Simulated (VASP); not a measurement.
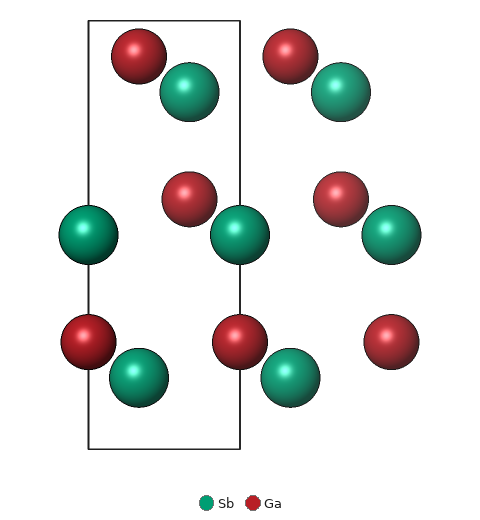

Projection along an edge of the hexagonal mesh, stacking direction [111] upwards. Every atom sits on one of the three columns of the mesh; call them A, B, C in the order in which they first turn up. The box is the hexagonal cell of the face-centred cubic lattice. The sequence starts with the first layer at or above the cell's origin.

GaSb: coordinates from a relaxation with VASP Kohn-Sham DFT of a periodic cell, vdW-DF, VASP PAW PBE potentials, recommended in VASP 6.6.1.

Question: Read off the stacking sequence over one period.

Answer: Sb(A) – Ga(B) – Sb(B) – Ga(C) – Sb(C) – Ga(A) (six layers in 10.95 Å).

Question: How are the Sb layers alone stacked?

Answer: Sb layers alone: ABC, the cubic close-packed type.

Question: Which positions between or in the Sb layers do the other atoms fill?

Answer: Ga: three tetrahedral sites, counted in one hexagonal cell.

Question: What short polytype symbol fits?

Answer: Polytype symbol 3C, the symbol of a tetrahedral polytype (number of double layers in the repeat and lattice).

Heights of the layers:

```tsv
layer	atoms (column)	height (Å)	to next (Å)
1	Sb(A)	1.83	0.91
2	Ga(B)	2.74	2.74
3	Sb(B)	5.48	0.91
4	Ga(C)	6.39	2.74
5	Sb(C)	9.13	0.91
6	Ga(A)	10.04	2.74
```
